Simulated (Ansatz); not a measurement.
The Ansatz input:

```
crystal:
  lattice:
    - [4.123, 0.0, 0.0]
    - [0.0, 4.123, 0.0]
    - [0.0, 0.0, 4.123]
  atoms:
    - { symbol: Cs, position: [0.0, 0.0, 0.0] }
    - { symbol: Cl, position: [0.5, 0.5, 0.5] }
kpoints:
  mp_grid: { grid: [6, 6, 6] }
  band_path:
    path:
      - [0.0, 0.0, 0.0]
      - [0.0, 0.5, 0.0]
      - [0.5, 0.5, 0.0]
      - [0.0, 0.0, 0.0]
      - [0.5, 0.5, 0.5]
      - [0.0, 0.5, 0.0]
      - [0.5, 0.5, 0.5]
      - [0.5, 0.5, 0.0]
    npoints: 8
scf:
  occupations: { method: fermi_dirac, width: 0.03 }
hamiltonian:
  xc: pbe
  pseudopotentials: { kind: paw }
output:
  forces: true
  stress: true
  eigenvalues: true
  efg: { contact_densities: true }
  populations: true
  bader: true
  dos: { projected: true, de: 0.2, e_range: [-14, 8] }
```

What will the band structure and density of states look like? The path is Γ–X–M–Γ–R–X–R–M.

An insulator. The gap along this path is 5.27 eV and direct: both edges lie at Γ. Three bands meet at the valence-band top at Γ: it is triply degenerate (spin aside). The direct gaps are 6.02 eV at M, 6.66 eV at X and 5.27 eV at Γ. By projected weight, the top eV of the valence band is Cl almost alone.

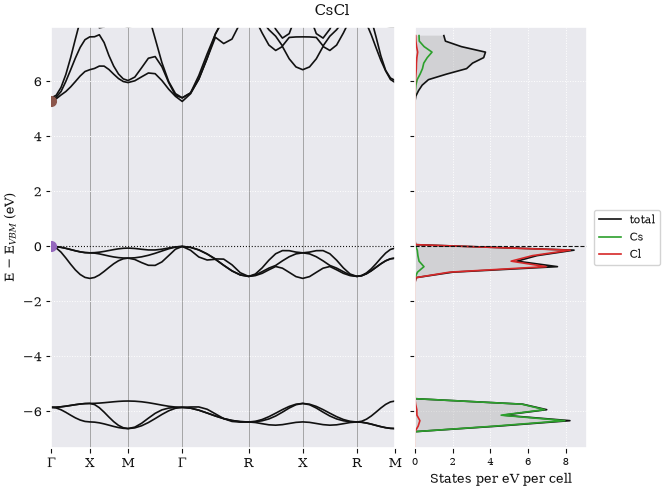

Band structure and density of states. Energies are counted from the top of the valence band. The path runs straight from each named point to the next. The partial curves are projected on Löwdin-orthogonalised atomic shells; they sum to less than the total at higher energies, where shells without a projector contribute.
